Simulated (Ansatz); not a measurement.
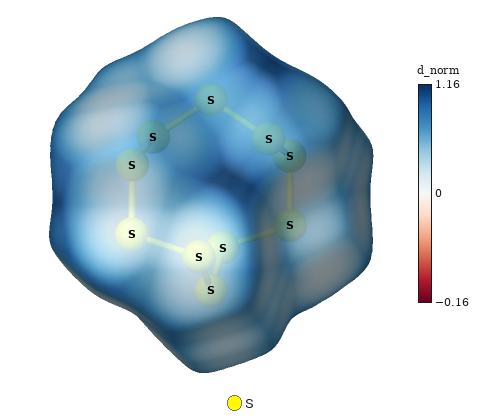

Hirshfeld surface computed for the S₁₀ molecule in S (C2/c, No. 15), coloured by d_norm.

The surface is where the fragment's share of the procrystal density (the sum of the densities of spherically averaged neutral Hartree-Fock atoms) equals one half. d_i and d_e are the distances from the surface to the nearest nucleus inside and outside; d_norm adds both, each measured against its van der Waals radius (Alvarez: S 1.89 Å), so red marks contacts shorter than the sum of radii, white equal and blue longer.

Source of the atomic positions: coordinates from a relaxation with DFT PBE, scalar-relativistic, plane waves, PAW in Ansatz 0.2.0.

```cif
data_structure
_symmetry_space_group_name_H-M 'C2/c'
_symmetry_Int_Tables_number 15
_cell_length_a 13.6943
_cell_length_b 11.0441
_cell_length_c 9.5372
_cell_angle_alpha 90.000
_cell_angle_beta 103.212
_cell_angle_gamma 90.000
_cell_volume 1404.24
loop_
_atom_site_label
_atom_site_type_symbol
_atom_site_symmetry_multiplicity
_atom_site_Wyckoff_symbol
_atom_site_fract_x
_atom_site_fract_y
_atom_site_fract_z
_atom_site_occupancy
S1 S 8 f 0.84679 0.09228 0.15751 1
S2 S 8 f 0.30731 0.29571 0.80925 1
S3 S 8 f 0.57778 0.18409 0.58676 1
S4 S 8 f 0.57048 0.04266 0.72978 1
S5 S 8 f 0.06981 0.04885 0.72749 1
```

Q: Which contact with the surroundings is the closest relative to the atoms' sizes?

A: S···S at 4.09 Å, 108 % of the sum of the van der Waals radii.

Q: How is the surface shared among contacts (both directions of a pair summed)?

A: S···S 100 %.

Q: Give the size and shape of the surface.

A: It encloses about 342 Å³, has an area of about 268 Å² and a globularity of 0.88 (1 for a sphere).
